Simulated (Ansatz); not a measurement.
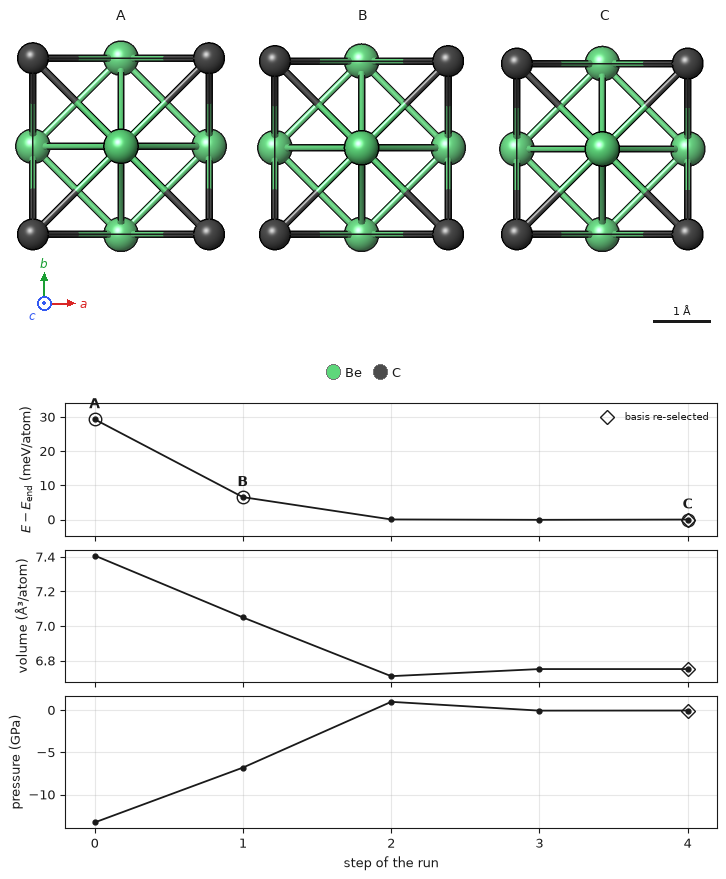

Frames of a relaxation of crystalline Be₃C (built on the Cu3Au (L1_2)_221 type) (coarse preliminary run), marked on the history of the run. A ball-and-stick model of the cell of the calculation, seen along the c axis.

Case: Cu3Au (L1_2) type (Pm-3m, No. 221).

Level of theory: DFT r2SCAN, scalar-relativistic, plane waves, PAW in Ansatz.

Input
```yaml
crystal:
  lattice:
    - [3.0944533158, 0.0, 0.0]
    - [0.0, 3.0944533158, 0.0]
    - [0.0, 0.0, 3.0944533158]
  atoms:
    - { symbol: Be, position: [0.0, 0.5, 0.5] }
    - { symbol: Be, position: [0.5, 0.0, 0.5] }
    - { symbol: Be, position: [0.5, 0.5, 0.0] }
    - { symbol: C, position: [0.0, 0.0, 0.0] }
basis:
  ecutwfc: 500
kpoints:
  mp_grid: { grid: [6, 6, 6] }
hamiltonian:
  xc: r2scan
scf:
  occupations: { method: gaussian, width: 0.1 }
  lower_state_search: "off"
output:
  forces: true
  stress: true
  eigenvalues: true
relax:
  adjacent_minimum: "off"
  f_tol: 0.04
  max_steps: 70
  cell: { stress_tol: 0.4 }
```

Launched with:
```bash
ansatz run input.yaml --threads 1 --pin off --max-ram 2560MiB --backend cpu --events-out ev --progress --plain --runs-dir out
```

What happens along the run?

After 3 accepted moves (4 points after the start) the energy has fallen by 29.3 meV per atom. All forces vanish by symmetry, so only the cell relaxes. The pressure goes from −13.29 to −0.05 GPa. At 1 point the geometry stayed and the basis and grid were re-selected for the new cell (energy shift of 0.1 meV per atom at most each time). No atom moves by more than 0.005 Å relative to the cell. The volume changes by −8.9 %, with a = b = c 3.094 → 3.000 Å (−3.0 %). Some distances before and after: Be1–C4 2.188 → 2.121 Å, Be1–Be2 2.188 → 2.121 Å. The space group stays Pm-3m (No. 221). Cost: 7.5 s on 1 thread of Arm Neoverse V1, on a shared host, peak memory 0.33 GiB. From step 0 to 1: volume −4.8 %, energy −22.8 meV per atom. From step 1 to 4: volume −4.2 %, energy −6.6 meV per atom.

```csv
step,"E − E(0), meV/atom","pressure, GPa","volume, Å³/atom",note
0,0.00,-13.29,7.408,
1,-22.77,-6.80,7.050,
2,-29.28,0.98,6.710,
3,-29.40,-0.06,6.751,
4,-29.32,-0.05,6.751,"same geometry, new basis"
```
